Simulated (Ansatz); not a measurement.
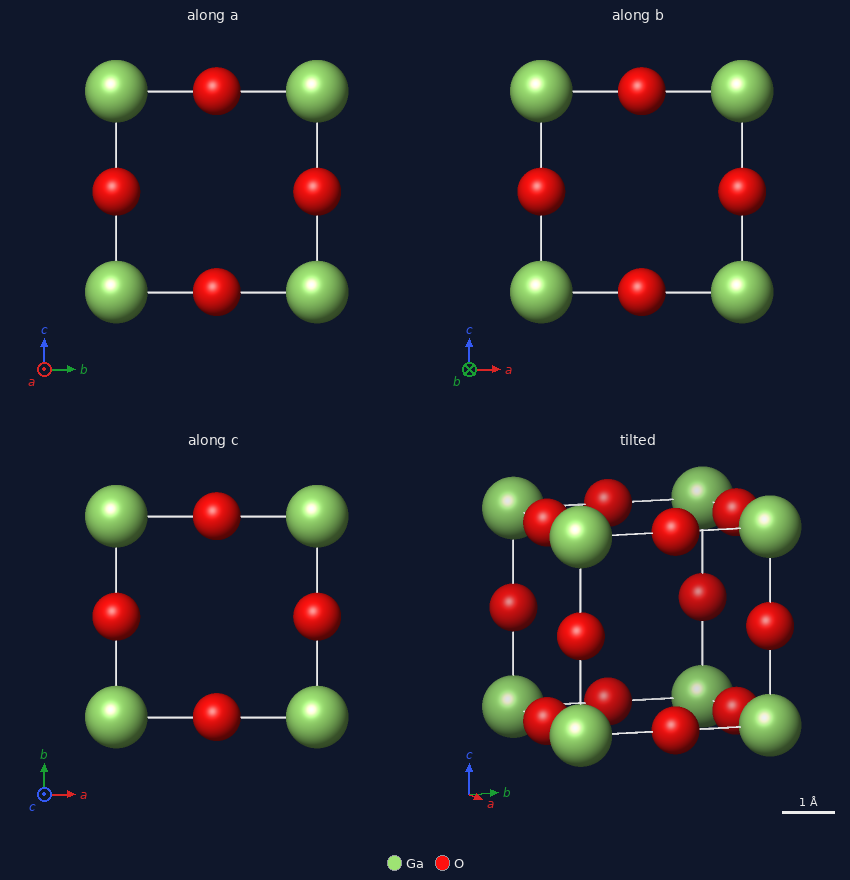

Crystal structure, spheres-only style, seen along the a axis, along the b axis, along the c axis and slightly off an axis. Atoms at the boundary of the conventional unit cell (the box) are drawn once for each face, edge or corner they touch.

Lattice parameters: a = 3.898 Å, b = 3.898 Å, c = 3.898 Å, α = 90.00°, β = 90.00°, γ = 90.00°. Put a along x and b in the xy plane.

**Reconstruct the structure as a POSCAR file.**

```
Ga O
1.0
     3.898    0.000    0.000
     0.000    3.898    0.000
     0.000    0.000    3.898
Ga O
1 3
Direct
  0.0000 0.0000 0.0000
  0.5000 0.0000 0.0000
  0.0000 0.5000 0.0000
  0.0000 0.0000 0.5000
```

Its origin is a structure type filled with these elements by a generator (whether the compound takes this form wasn't checked). Earlier steps of the study, as a rule a relaxation of our own, may have changed the cell and positions, so they can lie some per cent off the listed ones. A calculation with Ansatz used it as input.
